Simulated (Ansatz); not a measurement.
Input

```
crystal:
  lattice:
    - [2.8362844919, 0.0, 0.0]
    - [-1.4181422459, 2.4562944223, 0.0]
    - [0.0, 0.0, 39.9748362738]
  atoms:
    - { symbol: Al, position: [0.3333333333, 0.6666666667, 0.2126337664] }
    - { symbol: Al, position: [0.0, 0.0, 0.2709338767] }
    - { symbol: Al, position: [0.6666666667, 0.3333333333, 0.329233987] }
    - { symbol: Al, position: [0.0, 0.0, 0.3875340974] }
    - { symbol: Al, position: [0.3333333333, 0.6666666667, 0.4458342076] }
    - { symbol: Al, position: [0.0, 0.0, 0.5035201778] }
    - { symbol: Al, position: [0.6666666667, 0.3333333333, 0.5614996803] }
    - { symbol: Al, position: [0.0, 0.0, 0.6197912003] }
    - { symbol: Al, position: [0.3333333333, 0.6666666667, 0.6776229419] }
    - { symbol: Al, position: [0.0, 0.0, 0.7366719068] }
    - { symbol: O, position: [0.0, 0.0, 0.7837014928] }
basis:
  ecutwfc: 420
kpoints:
  mp_grid: { grid: [12, 12, 1] }
hamiltonian:
  xc: pbesol
scf:
  occupations: { method: gaussian, width: 0.1 }
output:
  forces: true
  eigenvalues: true
  write_density: true
  write_potential: true
  elf: true
  volumetric_format: npy
relax:
  adjacent_minimum: "off"
  f_tol: 0.03
  max_steps: 70
  constraints: [{ sites: [0, 1, 2, 3, 4] }]
efield:
  axis: 3
  dipole_correction: true
  ramp_width: 0.04
```

Launched as:

```sh
ansatz run input.yaml --threads 1 --pin off --max-ram 2560MiB --backend cpu --events-out ev --progress --plain --runs-dir out
```

The fields are those of the relaxed geometry.

All numbers below come from DFT PBEsol, scalar-relativistic, plane waves, PAW in Ansatz.

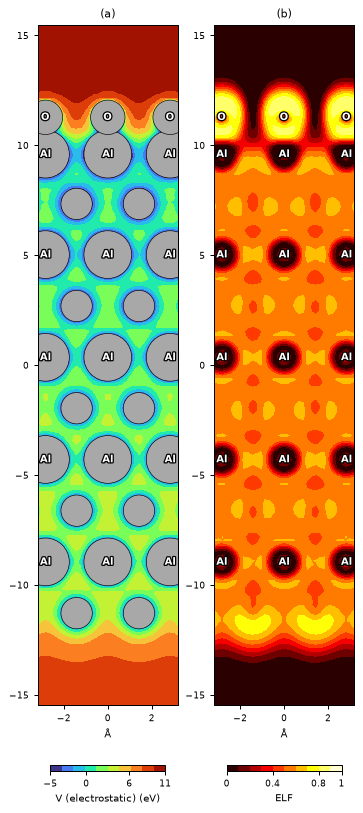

Al10O (slab). (a) electrostatic potential (local pseudopotential plus Hartree) felt by an electron; (b) electron localisation function on the (100) plane of the calculation cell, a cut from vacuum to vacuum. Grey discs cover the atomic cores in the potential map.

Core electrons are frozen (PAW), and the valence fields are smoothed inside the atomic spheres.

Interpret the plot.

The section cuts through Al and O sites. Atoms just off the plane (Al, 0.8 Å away) can leave unmarked features too. Al–O (1.67 Å): the ELF peaks at about 0.85 in the valence shell of O, 0.6 Å from its nucleus, and is about 0.80 at the midpoint. The ELF also peaks beside O, away from the bonds: lone-pair regions.
